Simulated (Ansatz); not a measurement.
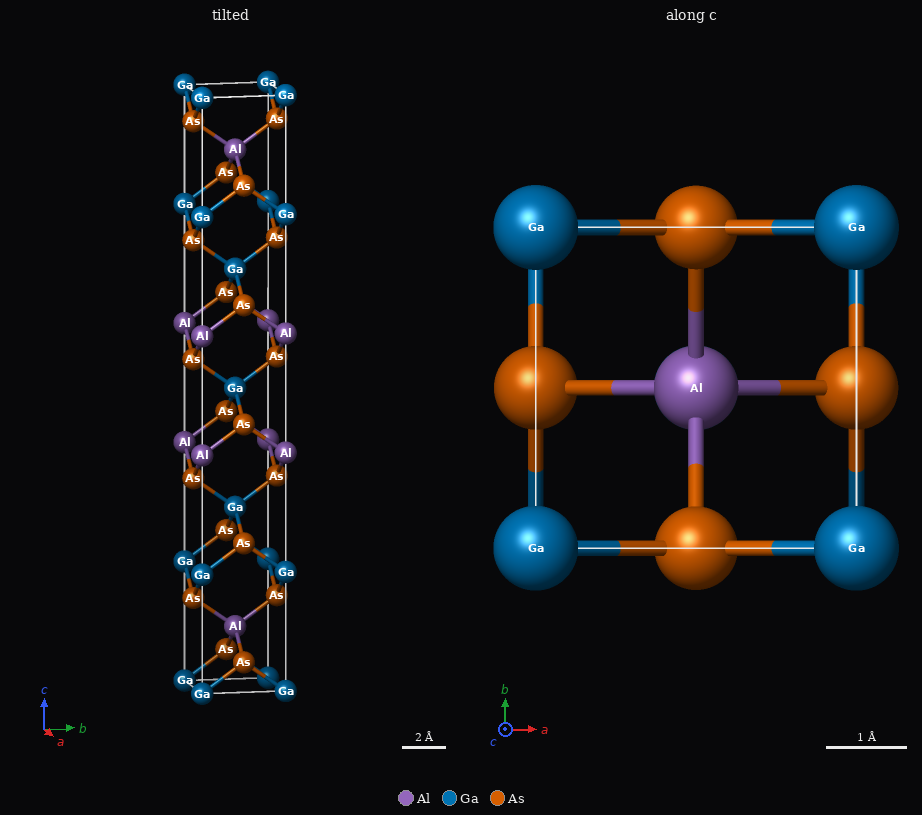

Ball-and-stick model, viewed slightly off an axis and along the c axis. The frame is the conventional unit cell; atoms at its boundary are shown with their periodic copies. Cell: a = 4.06 Å, b = 4.06 Å, c = 28.69 Å, α = 90.00°, β = 90.00°, γ = 90.00°.

The structure comes from a structure type filled with these elements by a generator (whether the compound takes this form wasn't checked). Earlier steps of the study, as a rule a relaxation of our own, may have changed the cell and positions, so they can lie some per cent off the listed ones. Ansatz was used for an electronic-structure calculation on it.

Question: State composition, symmetry and coordination.

Answer: The formula is Al₂Ga₃As₅. The space group is I-4m2 (No. 119); the lattice is body-centred tetragonal. Content of the cell: 4 Al, 6 Ga, 10 As (Z = 2). Around each Al lie four As in a tetrahedral arrangement at about 2.5 Å. About every Ga there are four As in a tetrahedral arrangement at about 2.5 Å. As takes three kinds of site: 4f with two Al and two Ga in a tetrahedral arrangement (about 2.5 Å to Al, 2.5 Å to Ga); 4f with two Al and two Ga in a tetrahedral arrangement (about 2.5 Å to Al, 2.5 Å to Ga); 2c with four Ga in a tetrahedral arrangement at about 2.5 Å. The bonds build a three-dimensional framework.

Computational set-up: DFT PBE, scalar-relativistic, plane waves, PAW in Ansatz 0.2.0, plane-wave cutoff 420 eV, k-points about 0.22 Å⁻¹ apart, Gaussian smearing of 0.02 eV, no spin polarisation.

Question: What is the band gap, if any?

Answer: A semiconductor at this level, with a gap of 0.73 eV, direct.

Question: What does a Bader analysis give?

Answer: Al +1.94 e; Ga +0.68 e; As -1.31 to -0.67 e.

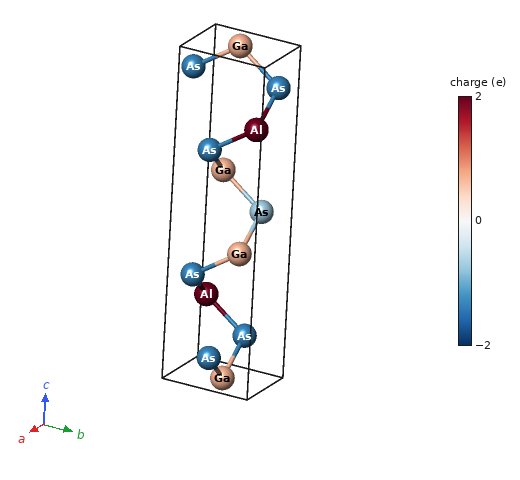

The atoms coloured by those charges. The run's cell of 10 atoms is drawn in a reduced setting, so axes and origin can differ from the first picture.

Question: Does the calculation find this structure at rest?

Answer: Yes. All forces vanish to within 0.01 eV/Å. The pressure is 0.0 GPa, close to zero.
